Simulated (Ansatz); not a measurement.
Na: several calculations on one system

**1. Relaxation**

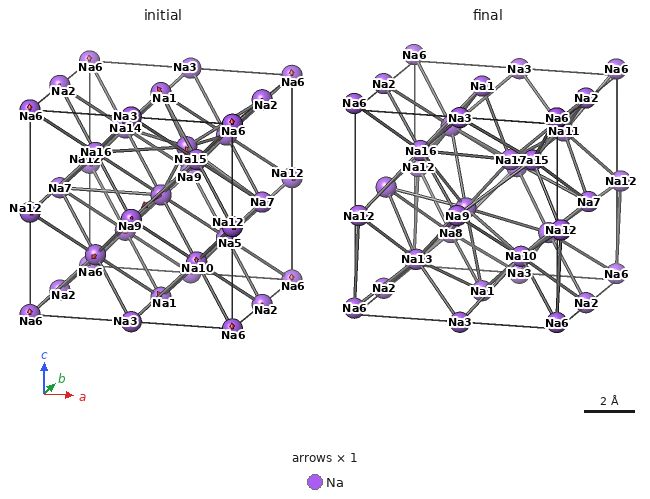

The structure of a defect cell of composition Na before (left) and after (right) a relaxation, at one scale. The red arrows give the displacements, at their true length.

The picture is a ball-and-stick view of the cell of the calculation (origin shifted), seen slightly off an axis.

It is an interstitial Na in bcc Na. The run prepares the start of a later molecular dynamics calculation, from a guessed geometry. The atoms of the start lie slightly off their symmetric places, so part of the fall in energy undoes that.

Method: DFT PBEsol, scalar-relativistic, plane waves, PAW in Ansatz 0.2.0. (plane-wave cutoff 420 eV; k-point mesh 2 × 2 × 2; occupations fermi dirac; smearing width 0.1 eV; no spin polarisation; atoms relaxed in a fixed cell; force threshold 0.08 eV/Å; at most 25 steps)

Q: Summarise the run.

A: The largest move is that of a Na atom, 1.05 Å along [−3 0 −2]. The cell doesn't change. Near-neighbour distances that change, for instance: Na–Na 3.663 → 5.253 Å, Na–Na 3.663 → 5.042 Å, Na–Na 4.230 → 3.384 Å, Na–Na 3.663 → 4.477 Å. After 8 geometry steps the energy has fallen by 1.568 eV per cell of the calculation. The largest force component goes from 1.4 to 0.031 eV/Å. The run took 78 s on 2 threads of Arm Neoverse V1, with other jobs on the host, peak memory 0.98 GiB.

Limits of the set-up: the k-point mesh is coarse for a cell with partly filled bands; the program's low-accuracy preset was used; the periodic images lie only 8.5 Å apart, so the values are limited by the cell's size.

**2. Dynamics**

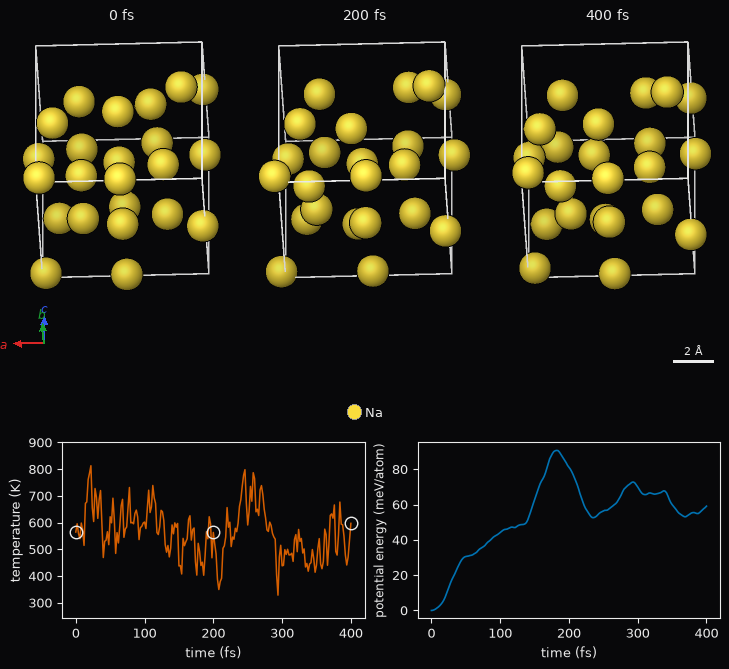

Molecular dynamics of Na with an interstitial Na (17 atoms in the cell), 400 fs long. Frames and the history of the run. The picture is a spheres-only view of the simulation cell, seen from a free direction.

All numbers below come from DFT PBEsol, scalar-relativistic, plane waves, PAW (Ansatz 0.2.0). Set-up: plane-wave cutoff 420 eV; k-point mesh 2 × 2 × 2; Fermi-Dirac smearing 0.1 eV; low-accuracy preset; Langevin thermostat (NVT); set temperature 600 K; time step 2 fs; friction 0.05 per fs.

The input:
```yaml
accuracy: low
crystal:
  lattice:
    - [8.46, 0.0, 0.0]
    - [0.0, 8.46, 0.0]
    - [0.0, 0.0, 8.46]
  atoms:
    - { symbol: Na, position: [-0.02008163, 0.00282654, 0.02975319] }
    - { symbol: Na, position: [0.49322341, 0.00255147, 0.00762559] }
    - { symbol: Na, position: [0.01572132, 0.50703828, -0.00320802] }
    - { symbol: Na, position: [-0.10091443, 0.00415872, 0.42861392] }
    - { symbol: Na, position: [0.2390914, 0.24093037, 0.27493705] }
    - { symbol: Na, position: [0.49814415, 0.49426293, 0.03238512] }
    - { symbol: Na, position: [0.50601789, 0.00250783, 0.50258932] }
    - { symbol: Na, position: [0.74358036, 0.27812009, 0.23145847] }
    - { symbol: Na, position: [0.00264135, 0.50685377, 0.51718145] }
    - { symbol: Na, position: [0.24320157, 0.76233059, 0.27401458] }
    - { symbol: Na, position: [0.29932268, 0.29221219, 0.763251] }
    - { symbol: Na, position: [0.51944451, 0.49552926, 0.4861868] }
    - { symbol: Na, position: [0.73723479, 0.72695253, 0.23218168] }
    - { symbol: Na, position: [0.75355358, 0.25199898, 0.75844285] }
    - { symbol: Na, position: [0.32118601, 0.6971225, 0.76502673] }
    - { symbol: Na, position: [0.74958271, 0.75058372, 0.75875363] }
    - { symbol: Na, position: [0.12634214, -0.01739627, 0.68541334] }
basis:
  ecutwfc: 420.0
kpoints:
  mp_grid: { grid: [2, 2, 2] }
hamiltonian:
  xc: pbesol
scf:
  occupations: { method: fermi_dirac, width: 0.1 }
  lower_state_search: "off"
md:
  timestep: 2
  n_steps: 200
  ensemble: nvt_langevin
  temperature: 600.0
  initial_velocities: maxwell_boltzmann
  seed: 39874
  friction: 0.05
```

Command:
```bash
ansatz run input.yaml --threads 2 --pin off --max-ram 5120MiB --backend cpu --events-out ev --progress --plain --runs-dir out
```

Q: Describe the run.

A: The mean temperature in the second half is 548 K (standard deviation 101 K). The potential energy in the second half lies on average 62.3 meV per atom above the first frame. In the second half of the run the atoms are, in the root-mean-square, this far from where they began (common drift taken out): Na 0.53 Å. That is small against the typical shortest distance between atoms in the first frame, about 3.4 Å: the atoms vibrate about their sites and the arrangement holds.

Limits of the set-up: the k-point mesh is coarse for a cell with partly filled bands; the program's low-accuracy preset was used; the periodic images lie only 8.5 Å apart, so the values are limited by the cell's size.

The run took 32 min on 2 threads of Arm Neoverse V1 (shared host), peak memory 1.3 GiB.

**3. Dynamics**

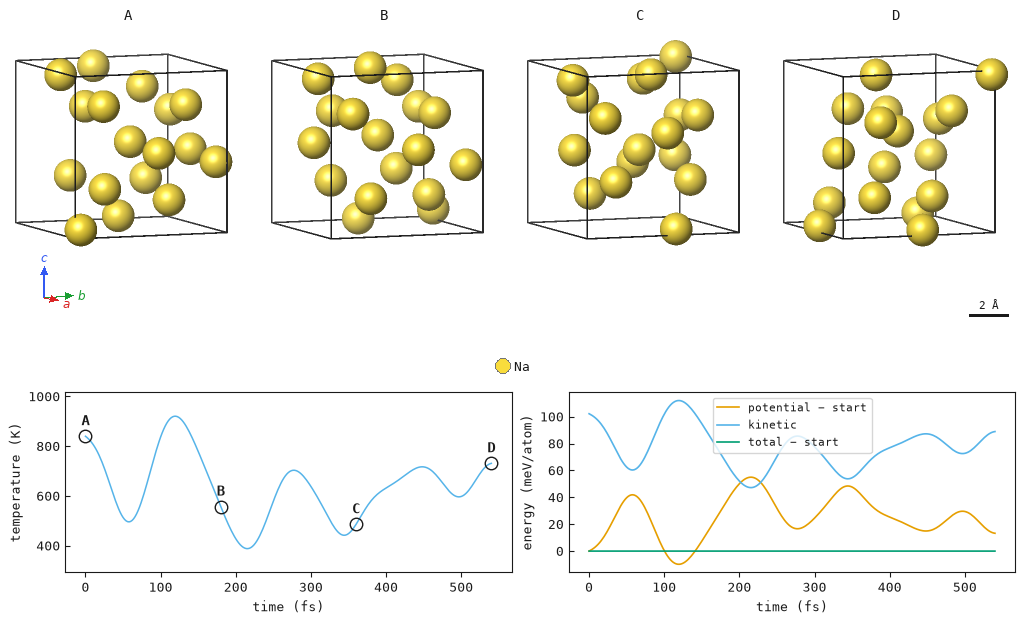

A Born-Oppenheimer molecular dynamics run of Na with an interstitial Na (17 atoms in the cell), 540 fs long. It starts from the last geometry of an earlier run, with fresh velocities. Frames (A at 0 fs, B at 180 fs, C at 360 fs, D at 540 fs) and the history of the run. A spheres-only model of the simulation cell, seen slightly off an axis. Atoms that leave the cell re-enter on the other side.

All numbers below come from DFT PBEsol, scalar-relativistic, plane waves, PAW (Ansatz). Settings: plane-wave cutoff 420 eV; k-point mesh 2 × 2 × 2; Fermi-Dirac smearing 0.1 eV; low-accuracy preset; constant energy (NVE); velocities drawn for 840 K; time step 2 fs.

Input
```yaml
accuracy: low
crystal:
  lattice:
    - [8.46, 0.0, 0.0]
    - [0.0, 8.46, 0.0]
    - [0.0, 0.0, 8.46]
  atoms:
    - { symbol: Na, position: [-0.03375147, 0.04483456, 0.04566323] }
    - { symbol: Na, position: [0.48401992, 0.09994379, -0.04717885] }
    - { symbol: Na, position: [0.01031261, 0.50084658, -0.05406527] }
    - { symbol: Na, position: [-0.10075318, -0.03920971, 0.42406251] }
    - { symbol: Na, position: [0.21970533, 0.2655838, 0.2997045] }
    - { symbol: Na, position: [0.50143432, 0.47272211, 0.07072692] }
    - { symbol: Na, position: [0.5479475, -0.07081358, 0.47122074] }
    - { symbol: Na, position: [0.73967079, 0.29113729, 0.26460105] }
    - { symbol: Na, position: [-0.01983593, 0.55361318, 0.50024401] }
    - { symbol: Na, position: [0.24760264, 0.75262454, 0.2694273] }
    - { symbol: Na, position: [0.26281255, 0.34849136, 0.72739642] }
    - { symbol: Na, position: [0.59066662, 0.51651909, 0.53494755] }
    - { symbol: Na, position: [0.78665442, 0.69534898, 0.18853577] }
    - { symbol: Na, position: [0.82113119, 0.25079835, 0.78494294] }
    - { symbol: Na, position: [0.27128848, 0.72067008, 0.83735052] }
    - { symbol: Na, position: [0.76903858, 0.81265564, 0.76974357] }
    - { symbol: Na, position: [0.13291352, -0.03989213, 0.6724608] }
basis:
  ecutwfc: 420.0
kpoints:
  mp_grid: { grid: [2, 2, 2] }
hamiltonian:
  xc: pbesol
scf:
  occupations: { method: fermi_dirac, width: 0.1 }
  lower_state_search: "off"
md:
  timestep: 2
  n_steps: 270
  ensemble: nve
  temperature: 840.0
  initial_velocities: maxwell_boltzmann
  seed: 53918
```

Command:
```bash
ansatz run input.yaml --threads 2 --pin off --max-ram 5120MiB --backend cpu --events-out ev --progress --plain --runs-dir out
```

Describe the run.

Answer. In the second half of the run the atoms are, in the root-mean-square, this far from where they began (common drift taken out): Na 1.18 Å. Against the typical shortest distance between atoms in the first frame, about 3.1 Å these are large excursions, but over 540 fs one can't yet tell strong vibration from the start of diffusion. Over the second half the temperature averages 620 K (spread ±82 K). The potential energy is still drifting at the end, so the run hasn't reached equilibrium. The potential energy in the second half lies on average 26.8 meV per atom above the first frame.

Limits of the set-up: the k-point mesh is coarse for a cell with partly filled bands; the program's low-accuracy preset was used; the periodic images lie only 8.5 Å apart, so the values are limited by the cell's size.
